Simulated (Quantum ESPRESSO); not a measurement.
**Relaxation of cell and atoms of Mg (part 1 of 3)**

System: Mg (P6₃/mmc, 2 atoms in the cell).
Method: Kohn-Sham DFT of a periodic cell, rev-vdW-DF2, PseudoDojo 0.4.1 SR PBE standard, no spin polarisation (Quantum ESPRESSO 7.5).

The structure derives from an entry of the Crystallography Open Database.

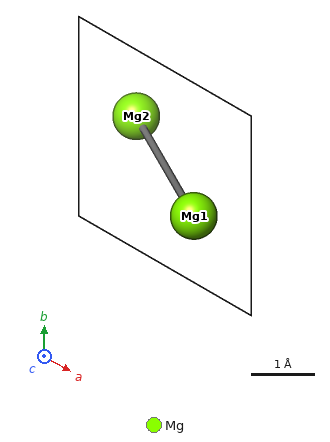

The structure (ball-and-stick view of the cell of the calculation, along the c axis; atoms are numbered from 1 in the order of the input).

### The input
```
&CONTROL
  calculation = 'vc-relax'
  prefix = 'pwscf'
  outdir = './tmp'
  pseudo_dir = './pseudo'
  tprnfor = .true.
  tstress = .true.
  disk_io = 'low'
  nstep = 40
  forc_conv_thr = 0.0004
  etot_conv_thr = 1d-05
/
&SYSTEM
  ibrav = 0
  nat = 2
  ntyp = 1
  ecutwfc = 84
  nbnd = 16
  input_dft = 'vdw-df2-b86r'
  occupations = 'smearing'
  smearing = 'fd'
  degauss = 0.00367493
/
&ELECTRONS
  conv_thr = 4d-10
  electron_maxstep = 120
  mixing_beta = 0.5
/
&IONS
  ion_dynamics = 'bfgs'
/
&CELL
  cell_dynamics = 'bfgs'
  press = 0
  press_conv_thr = 0.3
/
ATOMIC_SPECIES
Mg    24.3050 Mg.upf
CELL_PARAMETERS bohr
   6.0646980518    0.0000000000    0.0000000000
  -3.0323490259    5.2521825792    0.0000000000
   0.0000000000    0.0000000000    9.8460400271
ATOMIC_POSITIONS bohr
Mg     3.0323490262    1.7507275262    7.3845300204
Mg    -0.0000000003    3.5014550530    2.4615100068
K_POINTS automatic
10 10 5 0 0 0
```

Run as:
```bash
OMP_NUM_THREADS=1 pw.x -in pw.in > pw.out
```

### What the program printed
```
This program is part of the open-source Quantum ESPRESSO suite
     for quantum simulation of materials; please cite
         "P. Giannozzi et al., J. Phys.:Condens. Matter 21 395502 (2009);
         "P. Giannozzi et al., J. Phys.:Condens. Matter 29 465901 (2017);
         "P. Giannozzi et al., J. Chem. Phys. 152 154105 (2020);
          URL
     in publications or presentations arising from this work. More details at

     IMPORTANT: XC functional enforced from input :
     Exchange-correlation= VDW-DF2-B86R
                           (   1   4  26   0   2   0   0)
     Any further DFT definition will be discarded
     Please, verify this is what you really want

     Message from routine setup:
     using ibrav=0 with symmetry is DISCOURAGED, use correct ibrav instead

     G-vector sticks info
     --------------------
     sticks:   dense  smooth     PW     G-vecs:    dense   smooth      PW
     Sum         847     847    253                32559    32559    5107

     Using Slab Decomposition

     bravais-lattice index     =            0
     lattice parameter (alat)  =       6.0647  a.u.
     unit-cell volume          =     313.6249 (a.u.)^3
     number of atoms/cell      =            2
     number of atomic types    =            1
     number of electrons       =        20.00
     number of Kohn-Sham states=           16
     kinetic-energy cutoff     =      84.0000  Ry
     charge density cutoff     =     336.0000  Ry
     scf convergence threshold =      4.0E-10
     mixing beta               =       0.5000
     number of iterations used =            8  plain     mixing
     energy convergence thresh.=      1.0E-05
     force convergence thresh. =      4.0E-04
     press convergence thresh. =      3.0E-01
     Exchange-correlation= VDW-DF2-B86R
                           (   1   4  26   0   2   0   0)
     nstep                     =           40

     celldm(1)=   6.064698  celldm(2)=   0.000000  celldm(3)=   0.000000
     celldm(4)=   0.000000  celldm(5)=   0.000000  celldm(6)=   0.000000

     crystal axes: (cart. coord. in units of alat)
               a(1) = (   1.000000   0.000000   0.000000 )
               a(2) = (  -0.500000   0.866025   0.000000 )
               a(3) = (   0.000000   0.000000   1.623500 )

     reciprocal axes: (cart. coord. in units 2 pi/alat)
               b(1) = (  1.000000  0.577350 -0.000000 )
               b(2) = (  0.000000  1.154701  0.000000 )
               b(3) = (  0.000000 -0.000000  0.615953 )

     PseudoPot. # 1 for Mg read from file:
     Mg.upf
     Pseudo is Norm-conserving, Zval = 10.0
     Generated using ONCVPSP code by D. R. Hamann
     Using radial grid of 1510 points,  4 beta functions with:
                l(1) =   0
                l(2) =   0
                l(3) =   1
                l(4) =   1

     atomic species   valence    mass     pseudopotential
     Mg               10.00    24.30500     Mg( 1.00)

     24 Sym. Ops., with inversion, found (12 have fractional translation)

   Cartesian axes

     site n.     atom                  positions (alat units)
         1        Mg     tau(   1) = (   0.5000000   0.2886751   1.2176253  )
         2        Mg     tau(   2) = (  -0.0000000   0.5773503   0.4058751  )

     number of k points=    42  Fermi-Dirac smearing, width (Ry)=  0.0037
                       cart. coord. in units 2pi/alat
        k(    1) = (   0.0000000   0.0000000   0.0000000), wk =   0.0040000
        k(    2) = (   0.0000000   0.0000000   0.1231906), wk =   0.0080000
        k(    3) = (   0.0000000   0.0000000   0.2463812), wk =   0.0080000
        k(    4) = (   0.0000000   0.1154701   0.0000000), wk =   0.0240000
        k(    5) = (   0.0000000   0.1154701   0.1231906), wk =   0.0480000
        k(    6) = (   0.0000000   0.1154701   0.2463812), wk =   0.0480000
        k(    7) = (   0.0000000   0.2309401   0.0000000), wk =   0.0240000
        k(    8) = (   0.0000000   0.2309401   0.1231906), wk =   0.0480000
        k(    9) = (   0.0000000   0.2309401   0.2463812), wk =   0.0480000
        k(   10) = (   0.0000000   0.3464102   0.0000000), wk =   0.0240000
        k(   11) = (   0.0000000   0.3464102   0.1231906), wk =   0.0480000
        k(   12) = (   0.0000000   0.3464102   0.2463812), wk =   0.0480000
        k(   13) = (   0.0000000   0.4618802   0.0000000), wk =   0.0240000
        k(   14) = (   0.0000000   0.4618802   0.1231906), wk =   0.0480000
        k(   15) = (   0.0000000   0.4618802   0.2463812), wk =   0.0480000
        k(   16) = (   0.0000000  -0.5773503   0.0000000), wk =   0.0120000
        k(   17) = (   0.0000000  -0.5773503   0.1231906), wk =   0.0240000
        k(   18) = (   0.0000000  -0.5773503   0.2463812), wk =   0.0240000
        k(   19) = (   0.1000000   0.1732051   0.0000000), wk =   0.0240000
        k(   20) = (   0.1000000   0.1732051   0.1231906), wk =   0.0480000
        k(   21) = (   0.1000000   0.1732051   0.2463812), wk =   0.0480000
        k(   22) = (   0.1000000   0.2886751   0.0000000), wk =   0.0480000
        k(   23) = (   0.1000000   0.2886751   0.1231906), wk =   0.0960000
        k(   24) = (   0.1000000   0.2886751   0.2463812), wk =   0.0960000
        k(   25) = (   0.1000000   0.4041452   0.0000000), wk =   0.0480000
        k(   26) = (   0.1000000   0.4041452   0.1231906), wk =   0.0960000
        k(   27) = (   0.1000000   0.4041452   0.2463812), wk =   0.0960000
        k(   28) = (   0.1000000   0.5196152   0.0000000), wk =   0.0480000
        k(   29) = (   0.1000000   0.5196152   0.1231906), wk =   0.0960000
        k(   30) = (   0.1000000   0.5196152   0.2463812), wk =   0.0960000
        k(   31) = (   0.2000000   0.3464102   0.0000000), wk =   0.0240000
        k(   32) = (   0.2000000   0.3464102   0.1231906), wk =   0.0480000
        k(   33) = (   0.2000000   0.3464102   0.2463812), wk =   0.0480000
        k(   34) = (   0.2000000   0.4618802   0.0000000), wk =   0.0480000
        k(   35) = (   0.2000000   0.4618802   0.1231906), wk =   0.0960000
        k(   36) = (   0.2000000   0.4618802   0.2463812), wk =   0.0960000
        k(   37) = (   0.2000000   0.5773503   0.0000000), wk =   0.0240000
        k(   38) = (   0.2000000   0.5773503   0.1231906), wk =   0.0480000
        k(   39) = (   0.2000000   0.5773503   0.2463812), wk =   0.0480000
        k(   40) = (   0.3000000   0.5196152   0.0000000), wk =   0.0240000
        k(   41) = (   0.3000000   0.5196152   0.1231906), wk =   0.0480000
        k(   42) = (   0.3000000   0.5196152   0.2463812), wk =   0.0480000

     Dense  grid:    32559 G-vectors     FFT dimensions: (  36,  36,  60)

     Initial potential from superposition of free atoms

     starting charge      19.9984, renormalised to      20.0000

     %%%%%%%%%%%%%%%%%%%%%%%%%%%%%%%%%%%%%%%%%%%%%%%%%%%%%%%%%%%%%%%%%%%%%%%%
     %                                                                      %
     % You are using vdW-DF, which was implemented by the Thonhauser group. %
     % Please cite the following two papers that made this development      %
     % possible and the two reviews that describe the various versions:     %
     %                                                                      %
     %   T. Thonhauser et al., PRL 115, 136402 (2015).                      %
     %   T. Thonhauser et al., PRB 76, 125112 (2007).                       %
     %   K. Berland et al., Rep. Prog. Phys. 78, 066501 (2015).             %
     %   D.C. Langreth et al., J. Phys.: Condens. Matter 21, 084203 (2009). %
     %                                                                      %
     % If you are calculating stress with vdW-DF, please also cite:         %
     %                                                                      %
     %   R. Sabatini et al., J. Phys.: Condens. Matter 24, 424209 (2012).   %
     %                                                                      %
     %%%%%%%%%%%%%%%%%%%%%%%%%%%%%%%%%%%%%%%%%%%%%%%%%%%%%%%%%%%%%%%%%%%%%%%%

     %%%%%%%%%%%%%%%%%%%%%%%%%%%%%%%%%%%%%%%%%%%%%%%%%%%%%%%%%%%%%%%%%%%%%%%%
     %                                                                      %
     %  vdW-DF NEWS:                                                        %
     %                                                                      %
     %  * vdW-DF3 is now available. DOI: 10.1021/acs.jctc.0c00471           %
     %    use with input_dft = 'vdW-DF3-opt1' or 'vdW-DF3-opt2'             %
     %                                                                      %
     %  * Unscreened and range-separated hybrid vdW-DF-cx functionals       %
     %    DOI: 10.1063/1.4986522 and 10.1088/1361-648X/ac2ad2               %
     %    use with input_dft = 'vdW-DF-cx0'    and 'vdW-DF-ahcx'            %
     %  * Unscreened and range-separated hybrid vdW-DF2-b86r functionals    %
     %    DOI: 10.1063/1.4986522 and DOI: 10.1103/PhysRevX.12.041003        %
     %    use with input_dft = 'vdW-DF2-br0' and 'vdW-DF2-ahbr'             %
     %                                                                      %
     %%%%%%%%%%%%%%%%%%%%%%%%%%%%%%%%%%%%%%%%%%%%%%%%%%%%%%%%%%%%%%%%%%%%%%%%

     Starting wfcs are   10 randomized atomic wfcs +    6 random wfcs

     Self-consistent Calculation

     iteration #  1     ecut=    84.00 Ry     beta= 0.50
     Davidson diagonalization with overlap
     ethr =  1.00E-02,  avg # of iterations =  5.8

     Threshold (ethr) on eigenvalues was too large:
     Diagonalizing with lowered threshold

     Davidson diagonalization with overlap
     ethr =  3.60E-05,  avg # of iterations =  5.3

     total energy              =    -237.51220304 Ry
     estimated scf accuracy    <       0.00724550 Ry

     iteration #  2     ecut=    84.00 Ry     beta= 0.50
     Davidson diagonalization with overlap
     ethr =  3.62E-05,  avg # of iterations =  1.0

     total energy              =    -237.51260071 Ry
     estimated scf accuracy    <       0.00151183 Ry

     iteration #  3     ecut=    84.00 Ry     beta= 0.50
     Davidson diagonalization with overlap
     ethr =  7.56E-06,  avg # of iterations =  1.1

     total energy              =    -237.51270071 Ry
     estimated scf accuracy    <       0.00006313 Ry

     iteration #  4     ecut=    84.00 Ry     beta= 0.50
     Davidson diagonalization with overlap
     ethr =  3.16E-07,  avg # of iterations =  2.1

     total energy              =    -237.51270818 Ry
     estimated scf accuracy    <       0.00000083 Ry

     iteration #  5     ecut=    84.00 Ry     beta= 0.50
     Davidson diagonalization with overlap
     ethr =  4.15E-09,  avg # of iterations =  2.0

     total energy              =    -237.51270822 Ry
     estimated scf accuracy    <       0.00000024 Ry

     iteration #  6     ecut=    84.00 Ry     beta= 0.50
     Davidson diagonalization with overlap
     ethr =  1.19E-09,  avg # of iterations =  2.0

     total energy              =    -237.51270827 Ry
     estimated scf accuracy    <          3.8E-09 Ry

     iteration #  7     ecut=    84.00 Ry     beta= 0.50
     Davidson diagonalization with overlap
     ethr =  1.92E-11,  avg # of iterations =  2.0

     total energy              =    -237.51270827 Ry
     estimated scf accuracy    <          8.0E-09 Ry

     iteration #  8     ecut=    84.00 Ry     beta= 0.50
     Davidson diagonalization with overlap
     ethr =  1.92E-11,  avg # of iterations =  2.0

     total energy              =    -237.51270827 Ry
     estimated scf accuracy    <          7.1E-10 Ry

     iteration #  9     ecut=    84.00 Ry     beta= 0.50
     Davidson diagonalization with overlap
     ethr =  3.54E-12,  avg # of iterations =  2.0

     End of self-consistent calculation

          k = 0.0000 0.0000 0.0000 (  4031 PWs)   bands (ev):

   -70.4920 -70.4892 -37.3243 -37.2980 -37.2980 -37.2933 -37.2933 -37.2930
    -1.4114   3.8414   4.1993  16.3871  16.3871  16.4070  16.4070  17.2936

          k = 0.0000 0.0000 0.1232 (  4109 PWs)   bands (ev):

   -70.4917 -70.4895 -37.3213 -37.2975 -37.2975 -37.2960 -37.2937 -37.2937
    -1.1884   2.0906   6.3362  15.2350  16.5651  16.5651  16.5664  16.5664

          k = 0.0000 0.0000 0.2464 (  4090 PWs)   bands (ev):

   -70.4910 -70.4902 -37.3135 -37.3039 -37.2964 -37.2964 -37.2949 -37.2949
    -0.5229   0.5754   9.0079  12.0174  16.9853  16.9853  17.0240  17.0240

          k = 0.0000 0.1155 0.0000 (  4057 PWs)   bands (ev):

   -70.4918 -70.4891 -37.3233 -37.3001 -37.2987 -37.2955 -37.2937 -37.2934
    -1.2155   4.0196   4.3899  13.5686  14.9061  15.7394  18.1424  18.1596

          k = 0.0000 0.1155 0.1232 (  4069 PWs)   bands (ev):

   -70.4915 -70.4893 -37.3206 -37.2996 -37.2982 -37.2977 -37.2946 -37.2941
    -0.9930   2.2787   6.5149  13.7281  15.0917  15.3384  15.9563  17.3795

          k = 0.0000 0.1155 0.2464 (  4080 PWs)   bands (ev):

   -70.4908 -70.4900 -37.3134 -37.3046 -37.2981 -37.2970 -37.2962 -37.2954
    -0.3290   0.7669   9.1748  12.1477  14.3855  15.2059  15.6473  16.5626

          k = 0.0000 0.2309 0.0000 (  4075 PWs)   bands (ev):

   -70.4912 -70.4888 -37.3206 -37.3057 -37.3013 -37.3005 -37.2947 -37.2947
    -0.6306   4.5549   4.9513  10.6078  13.7463  14.2766  15.3482  16.4030

          k = 0.0000 0.2309 0.1232 (  4061 PWs)   bands (ev):

   -70.4909 -70.4890 -37.3188 -37.3048 -37.3030 -37.2999 -37.2957 -37.2953
    -0.4096   2.8404   7.0384  10.8098  13.5530  13.9344  14.8924  16.5085

          k = 0.0000 0.2309 0.2464 (  4071 PWs)   bands (ev):

   -70.4903 -70.4896 -37.3140 -37.3081 -37.3018 -37.2985 -37.2985 -37.2967
     0.2502   1.3390   9.6245  11.3764  12.1993  12.9168  14.4995  15.4442

          k = 0.0000 0.3464 0.0000 (  4073 PWs)   bands (ev):

   -70.4903 -70.4885 -37.3169 -37.3128 -37.3083 -37.3026 -37.2968 -37.2961
     0.3356   5.4485   5.8094   7.9923  12.6115  12.6680  12.9205  14.7508

          k = 0.0000 0.3464 0.1232 (  4073 PWs)   bands (ev):

   -70.4902 -70.4887 -37.3178 -37.3107 -37.3089 -37.3020 -37.2973 -37.2967
     0.5543   3.7646   7.5994   8.4570  11.0475  13.1086  13.8274  15.5664

          k = 0.0000 0.3464 0.2464 (  4075 PWs)   bands (ev):

   -70.4897 -70.4892 -37.3171 -37.3141 -37.3040 -37.3004 -37.2996 -37.2984
     1.2070   2.2835   8.5808   9.5846  10.7541  13.3871  13.6742  14.6204

          k = 0.0000 0.4619 0.0000 (  4100 PWs)   bands (ev):

   -70.4896 -70.4884 -37.3185 -37.3140 -37.3130 -37.3044 -37.2993 -37.2972
     1.6707   5.3104   6.6994   7.3914  10.3306  10.7291  12.4264  13.8809

          k = 0.0000 0.4619 0.1232 (  4085 PWs)   bands (ev):

   -70.4895 -70.4885 -37.3205 -37.3160 -37.3091 -37.3037 -37.2991 -37.2979
     1.8859   4.9364   5.7652   8.6584   9.3711  12.4569  12.6142  14.2649

          k = 0.0000 0.4619 0.2464 (  4070 PWs)   bands (ev):

   -70.4892 -70.4888 -37.3213 -37.3194 -37.3038 -37.3019 -37.3002 -37.2997
     2.5274   3.5787   6.2913   7.3094  11.7831  13.1789  13.6550  14.1230

          k = 0.0000-0.5774 0.0000 (  4076 PWs)   bands (ev):

   -70.4893 -70.4884 -37.3207 -37.3161 -37.3110 -37.3050 -37.3007 -37.2977
     3.3323   3.3774   8.1187   8.5475   8.6973   9.1130  12.2620  13.6180

          k = 0.0000-0.5774 0.1232 (  4072 PWs)   bands (ev):

   -70.4892 -70.4885 -37.3222 -37.3181 -37.3080 -37.3043 -37.3002 -37.2984
     3.5429   3.5803   6.7467   6.7735  10.7590  10.8475  12.4496  13.9065

          k = 0.0000-0.5774 0.2464 (  4084 PWs)   bands (ev):

   -70.4890 -70.4887 -37.3232 -37.3214 -37.3034 -37.3025 -37.3005 -37.3002
     4.1393   4.1574   5.3660   5.3693  12.7987  13.0138  13.1909  13.9570

          k = 0.1000 0.1732 0.0000 (  4057 PWs)   bands (ev):

   -70.4913 -70.4889 -37.3215 -37.3036 -37.3012 -37.2983 -37.2947 -37.2943
    -0.8252   4.3764   4.7664  12.0571  12.3093  16.6086  16.7410  17.0911

          k = 0.1000 0.1732 0.1232 (  4063 PWs)   bands (ev):

   -70.4911 -70.4891 -37.3193 -37.3027 -37.3019 -37.2992 -37.2953 -37.2952
    -0.6036   2.6536   6.8672  12.2340  12.4924  15.1177  15.4259  16.1408

          k = 0.1000 0.1732 0.2464 (  4070 PWs)   bands (ev):

   -70.4905 -70.4897 -37.3137 -37.3068 -37.3006 -37.2988 -37.2972 -37.2965
     0.0576   1.1487   9.4936  12.2589  12.9409  12.9547  14.2255  14.4376

          k = 0.1000 0.2887 0.0000 (  4067 PWs)   bands (ev):

   -70.4906 -70.4886 -37.3182 -37.3094 -37.3066 -37.3014 -37.2964 -37.2960
    -0.0496   5.0909   5.4909   9.3627  11.1116  14.0692  14.6254  16.0083

          k = 0.1000 0.2887 0.1232 (  4074 PWs)   bands (ev):

   -70.4904 -70.4888 -37.3177 -37.3083 -37.3070 -37.3016 -37.2971 -37.2963
     0.1700   3.3973   7.5257   9.5859  11.2480  12.6965  14.3270  16.2980

          k = 0.1000 0.2887 0.2464 (  4070 PWs)   bands (ev):

   -70.4899 -70.4893 -37.3154 -37.3115 -37.3034 -37.3011 -37.2987 -37.2980
     0.8255   1.9071   9.7392  10.4498  10.9800  12.0911  12.9331  13.8615

          k = 0.1000 0.4041 0.0000 (  4084 PWs)   bands (ev):

   -70.4899 -70.4884 -37.3156 -37.3143 -37.3118 -37.3043 -37.2984 -37.2980
     1.1011   6.1638   6.1725   7.2471  10.3063  11.5820  12.4817  15.2427

          k = 0.1000 0.4041 0.1232 (  4081 PWs)   bands (ev):

   -70.4897 -70.4886 -37.3184 -37.3138 -37.3093 -37.3039 -37.2992 -37.2978
     1.3178   4.4859   6.8944   8.7285   9.8377  10.9713  13.5259  14.3878

          k = 0.1000 0.4041 0.2464 (  4077 PWs)   bands (ev):

   -70.4894 -70.4889 -37.3190 -37.3169 -37.3046 -37.3026 -37.3005 -37.2987
     1.9645   3.0297   7.5354   8.5398  10.8369  11.6938  12.4792  14.5804

          k = 0.1000 0.5196 0.0000 (  4080 PWs)   bands (ev):

   -70.4893 -70.4884 -37.3195 -37.3150 -37.3110 -37.3060 -37.3007 -37.2990
     2.6114   4.4502   7.5857   8.1378   9.4390   9.4836  10.9864  14.8676

          k = 0.1000 0.5196 0.1232 (  4078 PWs)   bands (ev):

   -70.4892 -70.4885 -37.3211 -37.3170 -37.3085 -37.3048 -37.3009 -37.2989
     2.8235   4.6288   6.0708   7.8079   9.7601  10.7098  12.1800  13.4878

          k = 0.1000 0.5196 0.2464 (  4072 PWs)   bands (ev):
```
